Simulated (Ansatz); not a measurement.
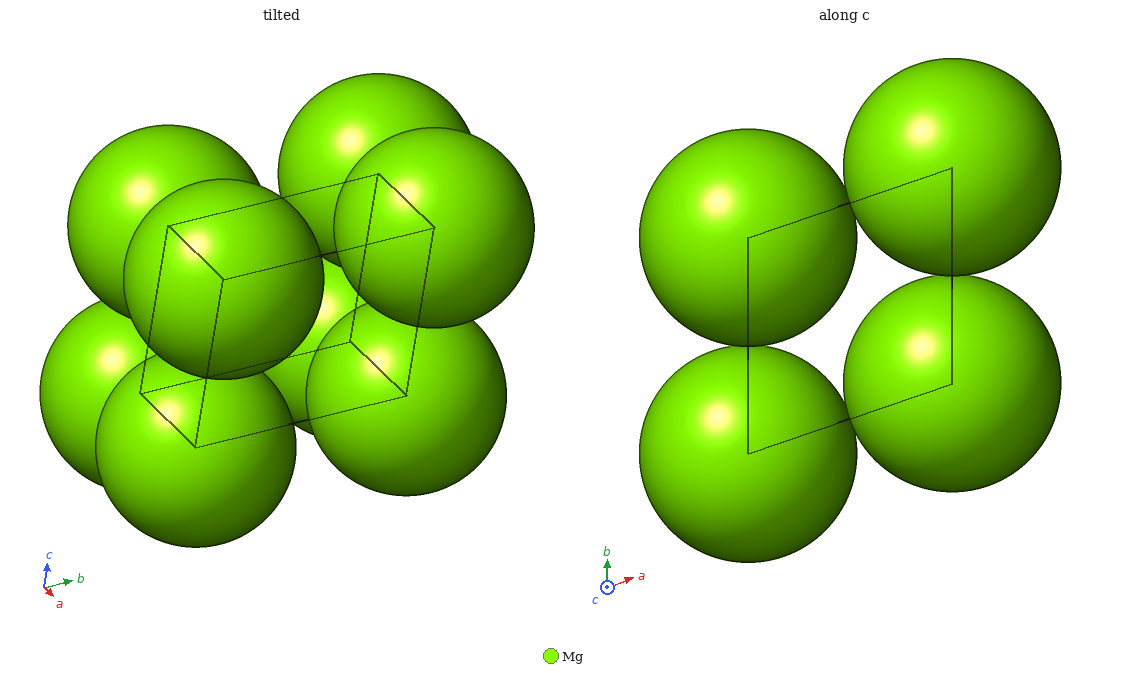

Crystal structure, space-filling style, seen slightly off an axis and along the c axis. The frame is the simulation cell; atoms at its boundary are shown with their periodic copies.

Full input:
```yaml
crystal:
  lattice:
    - [0.0, 2.268381752, 2.268381752]
    - [2.302045592, 0.0, 2.268381752]
    - [2.302045592, 2.268381752, 0.0]
  atoms:
    - { symbol: Mg, position: [0.0, 0.0, 0.0] }
basis:
  ecutwfc: 420
kpoints:
  mp_grid: { grid: [14, 14, 14] }
hamiltonian:
  xc: pbe
scf:
  occupations: { method: gaussian, width: 0.1 }
output:
  forces: true
  stress: true
  eigenvalues: true
  populations: true
  write_density: true
  write_potential: true
  elf: true
  volumetric_format: npy
```
Run as:
```sh
ansatz run input.yaml --threads 1 --pin off --max-ram 1331MiB --backend cpu --events-out ev --progress --plain --runs-dir out
```

Computed with DFT PBE, scalar-relativistic, plane waves, PAW in Ansatz 0.2.0. Settings: a 420 eV plane-wave basis, a 14×14×14 grid in reciprocal space, Gaussian smearing of 0.1 eV, no spin polarisation.

Does it come out as a metal, or with a gap?

Answer. A metal: bands cross the Fermi level.

Would the cell expand or shrink if it could?

Answer. The computed pressure is -0.8 GPa (stretched: it would shrink).

The cell started as a structure listed in the Materials Project. The cell was then strained or its atoms displaced on purpose. It was run through Ansatz as a DFT input.
